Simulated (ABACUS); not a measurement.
Run report: Ge, band-structure run (part 2 of 2)

Ge (Fd-3m, 2 atoms in the cell); Kohn-Sham DFT of a periodic cell, rPW86PBE, Ansatz NC PBE, no spin polarisation (ABACUS 3.10.1); cutoff 1074.85 eV, 6×6×6 k-mesh, fermi-dirac of 0.05 eV. The structure derives from an entry of the Crystallography Open Database.

Geometry of the input (Å; fractional positions):
```
0.0000  2.8289  2.8289
2.8289  0.0000  2.8289
2.8289  2.8289  0.0000
Ge 0.7500  0.7500  0.7500
Ge 0.5000  0.5000  0.5000
```

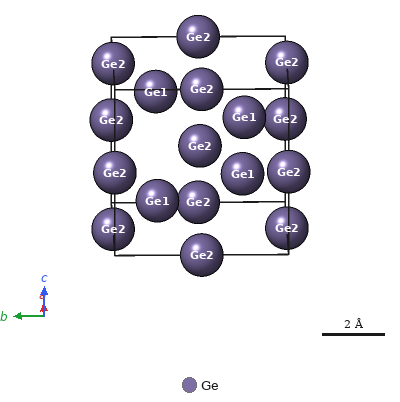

**Figure 1.** The input geometry (spheres-only view of the cell 4 times as large as that of the calculation, set on its symmetry axes, seen at an oblique angle; atoms are numbered from 1 in the order of the input).

What the program printed, continued:
```
----------------------------------------------------------
 E_KohnSham     -357.9353771668      -4869.9606452480
 E_Harris       -356.9015984330      -4855.8953639962
 E_Fermi        0.6770260706         9.2114122543
----------------------------------------------------------

 PW ALGORITHM --------------- ION=   1  ELEC=   2--------------------------------

 Density error is 0.00409055651438
                          Error Threshold = 0.000146245528565
----------------------------------------------------------
     Energy           Rydberg                 eV
----------------------------------------------------------
 E_KohnSham     -357.9358811613      -4869.9675024449
 E_Harris       -357.5462775829      -4864.6666738174
 E_Fermi        0.6969021525         9.4818402222
----------------------------------------------------------

 PW ALGORITHM --------------- ION=   1  ELEC=   3--------------------------------

 Density error is 4.0637294537e-05
                          Error Threshold = 1.46091304085e-05
----------------------------------------------------------
     Energy           Rydberg                 eV
----------------------------------------------------------
 E_KohnSham     -357.9362350492      -4869.9723173369
 E_Harris       -357.9636271429      -4870.3450058911
 E_Fermi        0.7061591385         9.6077879780
----------------------------------------------------------

 PW ALGORITHM --------------- ION=   1  ELEC=   4--------------------------------

 Density error is 1.75062011256e-06
                          Error Threshold = 1.45133194775e-07
----------------------------------------------------------
     Energy           Rydberg                 eV
----------------------------------------------------------
 E_KohnSham     -357.9362421776      -4869.9724143233
 E_Harris       -357.9296487977      -4869.8827067882
 E_Fermi        0.7056957461         9.6014832010
----------------------------------------------------------

 PW ALGORITHM --------------- ION=   1  ELEC=   5--------------------------------

 Density error is 2.25676922875e-08
                          Error Threshold = 6.25221468772e-09
----------------------------------------------------------
     Energy           Rydberg                 eV
----------------------------------------------------------
 E_KohnSham     -357.9362423913      -4869.9724172313
 E_Harris       -357.9357426187      -4869.9656174762
 E_Fermi        0.7057936477         9.6028152213
----------------------------------------------------------

 PW ALGORITHM --------------- ION=   1  ELEC=   6--------------------------------

 Density error is 2.386352589e-09
                          Error Threshold = 8.05989010269e-11
----------------------------------------------------------
     Energy           Rydberg                 eV
----------------------------------------------------------
 E_KohnSham     -357.9362424031      -4869.9724173914
 E_KS(sigma->0) -357.9361859757      -4869.9716496571
 E_Harris       -357.9362430443      -4869.9724261151
 E_band         -19.9480345159       -271.4069333176
 E_one_elec     -183.5185860541      -2496.8984592392
 E_Hartree      111.0990157892       1511.5796569256
 E_xc           -88.0158010872       -1197.5164088211
 E_Ewald        -197.5007581962      -2687.1356707881
 E_entropy(-TS) -0.0001128548        -0.0015354685
 E_descf        0.0000000000         0.0000000000
 E_exx          0.0000000000         0.0000000000
 E_Fermi        0.7058156286         9.6031142867
----------------------------------------------------------

 charge density convergence is achieved
 final etot is -4869.9724174 eV
 EFERMI = 9.6031142867 eV
The vacuum level is 11.262341694 eV

 STATE ENERGY(eV) AND OCCUPATIONS    NSPIN == 1
 1/16 kpoint (Cartesian) = 0.0000 0.0000 0.0000 (925 pws)
       1       -15.2833     0.00925926
       2       -15.2833     0.00925926
       3       -15.2833     0.00925926
       4       -15.2514     0.00925926
       5       -15.2514     0.00925926
       6       -15.0378     0.00925926
       7       -15.0378     0.00925926
       8       -15.0378     0.00925926
       9       -15.0280     0.00925926
      10       -15.0280     0.00925926
      11       -3.19617     0.00925926
      12        9.41932     0.00903055
      13        9.58908     0.00527519
      14        9.58908     0.00527519
      15        9.58908     0.00527519
      16        12.1828    3.63168e-25
      17        12.1828    3.63168e-25
      18        12.1828    3.63168e-25
      19        16.0957    3.73911e-59
      20        19.1847    5.52282e-86
      21        19.1847    5.52282e-86
      22        20.5203        0.00000
      23        20.5203        0.00000
      24        20.5203        0.00000

 2/16 kpoint (Cartesian) = 0.11785 0.11785 0.11785 (917 pws)
       1       -15.2957      0.0740741
       2       -15.2957      0.0740741
       3       -15.2791      0.0740741
       4       -15.2335      0.0740741
       5       -15.2335      0.0740741
       6       -15.0568      0.0740741
       7       -15.0568      0.0740741
       8       -15.0427      0.0740741
       9       -15.0119      0.0740741
      10       -15.0119      0.0740741
      11       -2.86214      0.0740741
      12        6.36950      0.0740741
      13        9.07669      0.0740721
      14        9.07669      0.0740721
      15        10.4863    1.57763e-09
      16        12.8646    3.47616e-30
      17        12.8646    3.47616e-30
      18        13.7173    1.36216e-37
      19        17.4814    2.75351e-70
      20        18.0755    1.90259e-75
      21        18.0755    1.90259e-75
      22        19.7172        0.00000
      23        22.9310        0.00000
      24        22.9310        0.00000

 3/16 kpoint (Cartesian) = 0.23570 0.23570 0.23570 (919 pws)
       1       -15.3058      0.0740741
       2       -15.3058      0.0740741
       3       -15.2706      0.0740741
       4       -15.2146      0.0740741
       5       -15.2146      0.0740741
       6       -15.0719      0.0740741
       7       -15.0719      0.0740741
       8       -15.0529      0.0740741
       9       -15.0007      0.0740741
      10       -15.0007      0.0740741
      11       -1.93835      0.0740741
      12        3.48170      0.0740741
      13        8.43715      0.0740741
      14        8.43715      0.0740741
      15        9.95320    6.73722e-05
      16        13.4170    5.52900e-35
      17        13.4170    5.52900e-35
      18        16.6011    1.21768e-62
      19        17.5430    8.03106e-71
      20        18.6706    1.28933e-80
      21        18.6706    1.28933e-80
      22        22.0128        0.00000
      23        25.4325        0.00000
      24        25.4325        0.00000

 4/16 kpoint (Cartesian) = 0.35355 0.35355 0.35355 (925 pws)
       1       -15.3080      0.0370370
       2       -15.3080      0.0370370
       3       -15.2661      0.0370370
       4       -15.2093      0.0370370
       5       -15.2093      0.0370370
       6       -15.0755      0.0370370
       7       -15.0755      0.0370370
       8       -15.0581      0.0370370
       9       -14.9975      0.0370370
      10       -14.9975      0.0370370
      11       -1.13177      0.0370370
      12        1.99247      0.0370370
      13        8.20002      0.0370370
      14        8.20002      0.0370370
      15        9.72718     0.00285829
      16        13.4033    3.63465e-35
      17        13.4033    3.63465e-35
      18        16.8309    6.14491e-65
      19        20.1627        0.00000
      20        20.5730        0.00000
      21        20.8851        0.00000
      22        20.8851        0.00000
      23        22.1097        0.00000
      24        22.1097        0.00000

 5/16 kpoint (Cartesian) = 0.0000 0.0000 0.23570 (911 pws)
       1       -15.2935      0.0555556
       2       -15.2929      0.0555556
       3       -15.2929      0.0555556
       4       -15.2357      0.0555556
       5       -15.2128      0.0555556
       6       -15.0899      0.0555556
       7       -15.0423      0.0555556
       8       -15.0232      0.0555556
       9       -15.0232      0.0555556
      10       -15.0100      0.0555556
      11       -2.74734      0.0555556
      12        6.33095      0.0555556
      13        8.32543      0.0555556
      14        8.32543      0.0555556
      15        11.2251    4.53579e-16
      16        12.2399    6.95083e-25
      17        14.0041    3.29965e-40
      18        14.0041    3.29965e-40
      19        16.5883    1.18050e-62
      20        18.0585    2.00700e-75
      21        19.6552        0.00000
      22        21.4615        0.00000
      23        21.4615        0.00000
      24        22.3240        0.00000

 6/16 kpoint (Cartesian) = 0.11785 0.11785 0.35355 (912 pws)
       1       -15.3136       0.222222
       2       -15.3034       0.222222
       3       -15.2737       0.222222
       4       -15.2152       0.222222
       5       -15.1874       0.222222
       6       -15.1153       0.222222
       7       -15.0641       0.222222
       8       -15.0377       0.222222
       9       -15.0058       0.222222
      10       -14.9932       0.222222
      11       -1.99728       0.222222
      12        4.12148       0.222222
      13        7.33112       0.222222
      14        7.71835       0.222222
      15        11.3894    6.78571e-17
      16        12.6745    4.67173e-28
      17        14.6036    8.18571e-45
      18        14.8841    2.99437e-47
      19        18.0655    6.97355e-75
      20        19.3937    2.02696e-86
      21        19.9765        0.00000
      22        21.7231        0.00000
      23        24.2259        0.00000
      24        25.4514        0.00000

[... levels at 10 further k points ...]

------------------------------------------------------------------------------------------
 TOTAL-FORCE (eV/Angstrom)
------------------------------------------------------------------------------------------
                       Ge1         0.0000000000         0.0000000000         0.0000000000
                       Ge2         0.0000000000         0.0000000000         0.0000000000
------------------------------------------------------------------------------------------

----------------------------------------------------------------
 TOTAL-STRESS (KBAR)
----------------------------------------------------------------
        62.7150371722        -0.0000000000         0.0000000000
        -0.0000000000        62.7150371722         0.0000000000
        -0.0000000000         0.0000000000        62.7150371722
----------------------------------------------------------------
 TOTAL-PRESSURE: 62.715037 KBAR

 --------------------------------------------
 !FINAL_ETOT_IS -4869.9724173913646155 eV
 --------------------------------------------
```

Key numbers:

| quantity | value |
| --- | --- |
| outcome | converged |
| space group (tolerance 0.01 Å) | Fd-3m (227) |
| electrons treated | 28 |
| free energy | −4869.9724 eV |
| Fermi energy of the self-consistent step | 9.603 eV |
| gap on the k-point mesh | none (metallic) |
| pressure | 6.27 GPa |
| largest force (length of the vector) | under 0.001 eV/Å |
| hardware | 4 threads of Intel Xeon @ 2.50GHz (Skylake/Cascade Lake), 16 GiB of memory available, shared host |
| wall time | 10 s (CPU time 40 s) |
| peak memory | 0.24 GiB |

Remarks:

The cell is under a pressure of 6.3 GPa at this level, so it is not at its equilibrium volume.
